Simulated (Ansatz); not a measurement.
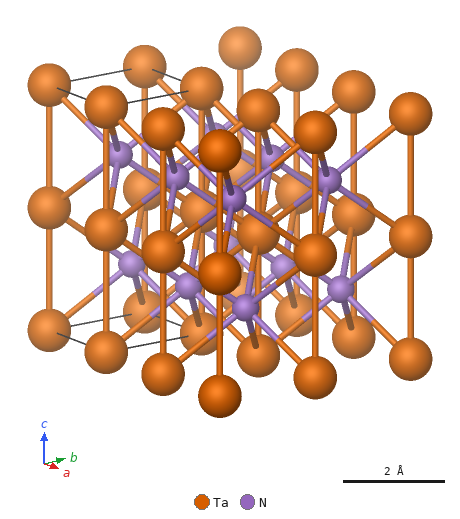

Reference structure: a crystal of TaN (set up in P6_3/mmc). Style: ball-and-stick. Shown: the cell of the calculation, repeated 3 × 2 × 1 with one cell outlined, slightly off an axis.

Method: DFT, PBEsol, all-electron PAW with datasets made for the crystal, scalar-relativistic (Ansatz). Set-up: plane-wave cutoff 500 eV; k-point mesh 11 × 11 × 6; occupations fermi dirac; smearing width 0.01 eV; no spin polarisation.

The variant: The cell is strained by −1.0 % along c and none across it (volume −1.0 %), the atoms keeping their fractional coordinates. No relaxation follows.

Input
```yaml
crystal:
  lattice:
    - [3.0480019786, 0.0, 0.0]
    - [-1.5240009893, 2.6396471442, 0.0]
    - [0.0, 0.0, 4.86882]
  atoms:
    - { symbol: Ta, position: [0.0, 0.0, 0.0] }
    - { symbol: Ta, position: [0.0, 0.0, 0.5] }
    - { symbol: "N", position: [0.3333333333, 0.6666666667, 0.25] }
    - { symbol: "N", position: [0.6666666667, 0.3333333333, 0.75] }
kpoints:
  mp_grid: { grid: [11, 11, 6] }
scf:
  occupations: { method: fermi_dirac, width: 0.01 }
hamiltonian:
  xc: pbesol
  pseudopotentials: { kind: all_electron, datasets: crystal }
output:
  forces: true
  stress: true
  eigenvalues: true
  efg: { contact_densities: true }
```

Command:
```bash
ansatz run input.yaml --threads 1 --pin off --max-ram 4096MiB --backend cpu --events-out ev --progress --plain --runs-dir out
```

**Predict the response.**

It costs 66.0 meV per atom. The pressure goes from 47.8 to 54.2 GPa. The principal stresses (compression positive) are 112.8 GPa along c and 24.9 GPa across it. All forces vanish by symmetry. Near-neighbour distances before and after: Ta–Ta 2.459 → 2.434 Å, N–Ta 2.147 → 2.140 Å. The space group stays P6_3/mmc (No. 194).
